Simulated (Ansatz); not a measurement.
## Electronic structure of Al$_{2}$Cu in real space

```yaml
crystal:
  lattice:
    - [4.08421, 0.00000, 0.00000]
    - [0.00000, 0.00000, -2.84589]
    - [0.00000, 4.08421, 0.00000]
  atoms:
    - { symbol: Al, position: [0.50249, 0.50000, 0.00260] }
    - { symbol: Al, position: [0.96369, 0.50000, 0.48891] }
    - { symbol: Cu, position: [0.01436, 0.00000, 0.00361] }
```

Space group Pm; a point of a scan over the structure, not its minimum; a structure from a database of computed crystals, not necessarily the ambient phase; not relaxed (largest force 0.7 eV/Å); computed without spin polarisation; PAW files of the earlier set (soft_1).

Computed with DFT PBEsol, scalar-relativistic, plane waves, PAW (Ansatz).

Core electrons are frozen (PAW), and the valence fields are smoothed inside the atomic spheres.

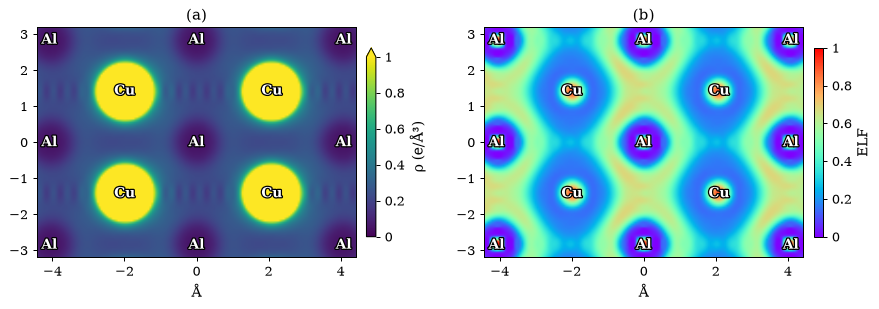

Figure 1. (a) valence electron density; (b) ELF on the (001) plane of the conventional cell.

Describe what can be read from this map.

The section cuts through Al and Cu sites. Al–Cu (2.45 Å): ρ is about 0.33 e/Å³ halfway; the ELF peaks at about 0.65 between the atoms. Al–Cu (2.53 Å): ρ at the midpoint is about 0.29 e/Å³; the ELF peaks at about 0.60 between the atoms. Al–Al (2.85 Å): the density is about 0.22 e/Å³ at the midpoint; the ELF peaks at about 0.65 between the atoms. Between the atoms the lowest density in this plane is 0.17 e/Å³. The features right at Cu lie inside the PAW spheres, where the map follows smoothed inner orbitals and isn't to be read closely.

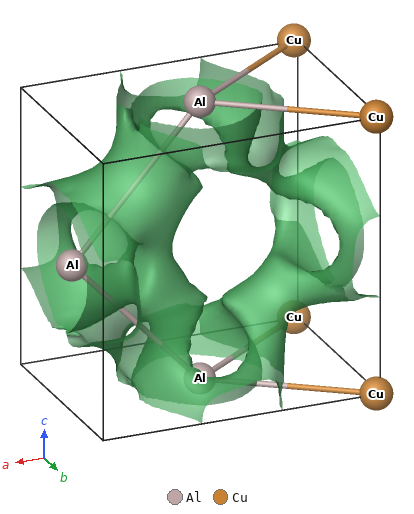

Figure 2. Isosurface of the ELF at 0.55 (green), seen at an oblique angle. Core shells and regions of very low density are left out. Sticks mark near contacts.

What do the ELF domains correspond to?

At this value the surface marks out one network that runs through the whole crystal, counted in one cell of 3 atoms. Any copies at cell faces, edges or corners count once. Along the contacts the grid gives the following. Al–Al (2.74 Å): the ELF peaks at about 0.75 between the atoms.

Does the calculation give a band gap?

It is gapless in this calculation (a metal or semimetal).
